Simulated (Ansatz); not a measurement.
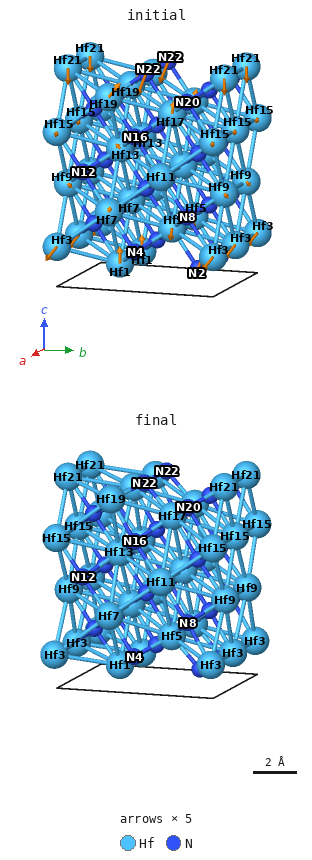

The structure of a slab of composition HfN (cut from the Fm-3m phase) before (top) and after (bottom) a relaxation, at one scale. The orange arrows give the displacements, magnified 5 times.

Style: ball-and-stick. Shown: the 2 × 1 repeat of the cell, outlined in the plane, without the vacuum (origin shifted), slightly off an axis.

The slab is the (2 1 1) face of HfN.

Method: Ansatz, DFT PBE, scalar-relativistic, plane waves, PAW.

Input
```yaml
crystal:
  lattice:
    - [3.2157753977, 0.0, 0.0]
    - [0.0, 7.8770088516, 0.0]
    - [0.0, 0.0, 24.2831439574]
  atoms:
    - { symbol: Hf, position: [0.5, 0.1666666667, 0.3088562178] }
    - { symbol: "N", position: [0.5, 0.6666666667, 0.3088562178] }
    - { symbol: Hf, position: [0.0, 0.8333333333, 0.3470849743] }
    - { symbol: "N", position: [0.0, 0.3333333333, 0.3470849743] }
    - { symbol: Hf, position: [0.5, 0.5, 0.3853137307] }
    - { symbol: "N", position: [0.5, 0.0, 0.3853137307] }
    - { symbol: Hf, position: [0.0, 0.1666666667, 0.4235424871] }
    - { symbol: "N", position: [0.0, 0.6666666667, 0.4235424871] }
    - { symbol: Hf, position: [0.5, 0.8333333333, 0.4617712436] }
    - { symbol: "N", position: [0.5, 0.3333333333, 0.4617712436] }
    - { symbol: Hf, position: [0.0, 0.5, 0.5] }
    - { symbol: "N", position: [0.0, 0.0, 0.5] }
    - { symbol: Hf, position: [0.5, 0.1666666667, 0.5382287564] }
    - { symbol: "N", position: [0.5, 0.6666666667, 0.5382287564] }
    - { symbol: Hf, position: [0.0, 0.8333333333, 0.5764575129] }
    - { symbol: "N", position: [0.0, 0.3333333333, 0.5764575129] }
    - { symbol: Hf, position: [0.5, 0.5, 0.6146862693] }
    - { symbol: "N", position: [0.5, 0.0, 0.6146862693] }
    - { symbol: Hf, position: [0.0, 0.1666666667, 0.6529150257] }
    - { symbol: "N", position: [0.0, 0.6666666667, 0.6529150257] }
    - { symbol: Hf, position: [0.5, 0.8333333333, 0.6911437822] }
    - { symbol: "N", position: [0.5, 0.3333333333, 0.6911437822] }
basis:
  ecutwfc: 420
kpoints:
  mp_grid: { grid: [11, 5, 1] }
hamiltonian:
  xc: pbe
scf:
  occupations: { method: gaussian, width: 0.1 }
output:
  forces: true
  eigenvalues: true
relax:
  adjacent_minimum: "off"
  f_tol: 0.02
  max_steps: 60
efield:
  axis: 3
  dipole_correction: true
  ramp_width: 0.04
```

Run as
```bash
ansatz run input.yaml --threads 8 --pin off --max-ram 15360MiB --backend cpu --events-out ev --progress --plain --runs-dir out
```

Q: Describe what moved and what it gained.

A: Over 6 geometry steps the energy falls by 2.877 eV per cell of the calculation. The largest force component goes from 3.8 to 0.0096 eV/Å. The largest moves, 0.24 Å, are those of N2 and N22. N22 goes at 22° to the normal (−c side). Largest moves by element: N 0.24 Å, Hf 0.19 Å. The cell doesn't change. Near-neighbour distances that change, for instance: Hf19–N22 2.274 → 2.032 Å, Hf15–Hf19 3.216 → 3.442 Å, Hf17–N22 2.274 → 2.072 Å, Hf17–Hf21 3.216 → 3.039 Å. Bond angles that change, for instance: Hf3–N2–Hf3 90.0° → 104.6°, Hf3–N2–Hf5 90.0° → 100.0°, Hf19–N18–Hf19 90.0° → 83.2°.

Limits of the set-up: the cell has an odd number of electrons but was run without spin polarisation.
